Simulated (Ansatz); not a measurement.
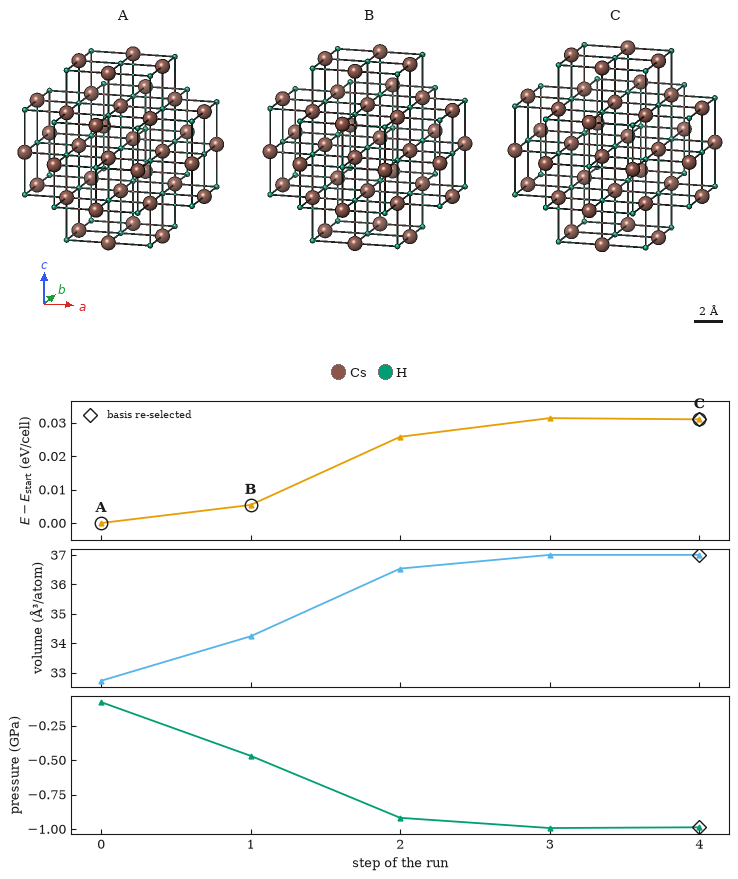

Frames of a relaxation of crystalline CsH (set up in Fm-3m), marked on the history of the run. The picture is a ball-and-stick view of the conventional cell (4 times the calculation's cell), seen slightly off an axis. Lengths and directions refer to the drawn axes.

Case: relaxed at -1 GPa.

These are results of DFT r2SCAN, scalar-relativistic, plane waves, PAW (Ansatz 0.2.0), not measurements.

The input:
```yaml
crystal:
  lattice:
    - [0.0, 3.1985863239, 3.1985863239]
    - [3.1985863239, 0.0, 3.1985863239]
    - [3.1985863239, 3.1985863239, 0.0]
  atoms:
    - { symbol: Cs, position: [0.0, 0.0, 0.0] }
    - { symbol: H, position: [0.5, 0.5, 0.5] }
basis:
  ecutwfc: 500
kpoints:
  mp_grid: { grid: [6, 6, 6] }
hamiltonian:
  xc: r2scan
scf:
  occupations: { method: gaussian, width: 0.02 }
output:
  forces: true
  stress: true
  eigenvalues: true
  write_density: true
  write_potential: true
  elf: true
  volumetric_format: npy
relax:
  adjacent_minimum: "off"
  f_tol: 0.008
  max_steps: 50
  cell: { stress_tol: 0.08, p_target: -1.0 }
```

Command:
```bash
ansatz run input.yaml --threads 1 --pin off --max-ram 2560MiB --backend cpu --events-out ev --progress --plain --runs-dir out
```

### Describe the path.

The atoms keep their places relative to the cell (all moves are under 0.005 Å). The drawn cell changes as follows: a = b = c 6.397 → 6.665 Å (+4.2 %); the volume changes by +13.1 %. Near-neighbour distances that change, for instance: Cs1–H2 3.199 → 3.332 Å. The space group stays Fm-3m (No. 225). After 3 accepted moves (4 points after the start) the energy has risen by 31.0 meV per cell of the calculation. With the target pressure of -1 GPa, the enthalpy E + pV changes by −22.4 meV per cell of the calculation. All forces vanish by symmetry, so only the cell relaxes. The pressure goes from −0.08 to −0.99 GPa. The SCF was repeated once at an unchanged geometry on a basis and grid sized afresh for the cell, which shifted the energy by 0.4 meV per cell of the calculation at most. From step 0 to 1: volume +4.6 %, energy +5.4 meV per cell of the calculation. From step 1 to 4: volume +8.1 %, energy +25.6 meV per cell of the calculation.
